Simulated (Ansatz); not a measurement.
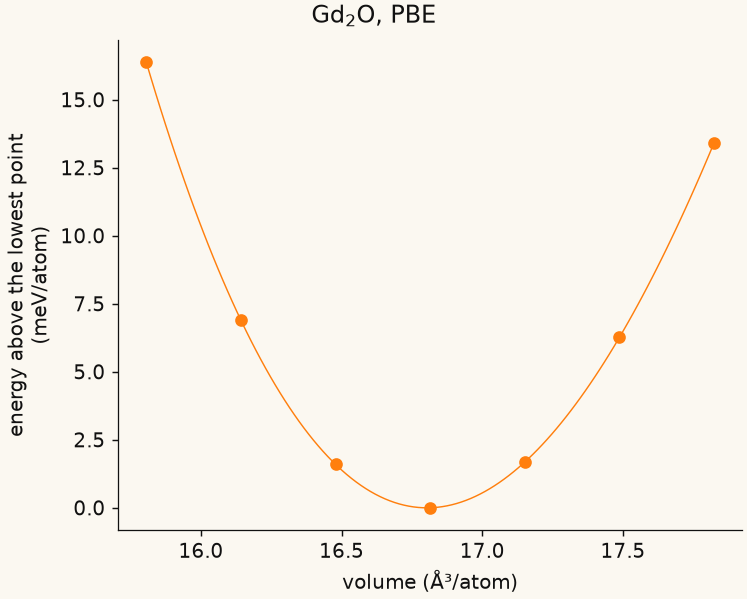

The figure shows the energy above the lowest point against volume for Gd₂O, space group Fm-3m (No. 225) (one of a set of cubic test structures, which need not be the stable phase).

Computed with Ansatz 0.2.0 development build: equation of state of a cubic crystal from periodic Kohn-Sham density functional theory without spin, third-order Birch-Murnaghan fit to the free energies; pressure corrected for the finite basis. Level: PBE.

structure type antifluorite; atoms in cell 3; space group number 225; lattice centring face-centred primitive; k mesh 32×32×32; occupation method Fermi–Dirac; occupation width 0.06123 eV; wave cutoff 420 eV; datasets soft-1 PAW; density tolerance 1e−07 eV; bands 33; density cutoff ratio 4; search for lower states default.

### What equilibrium volume and bulk modulus follow from the curve?

A third-order Birch–Murnaghan fit gives V0 = 16.80 Å³/atom, B0 = 78.2 GPa and B′ = 5.1.

Caveats: cubic model structure, not the ambient form; open f shell treated without spin.

The computed values:

```
volume (Å³/atom)  energy above the lowest point (meV/atom)
           15.81                                      16.4
           16.14                                       6.9
           16.48                                       1.6
           16.82                                       0.0
           17.15                                       1.7
           17.49                                       6.3
           17.82                                      13.4
```
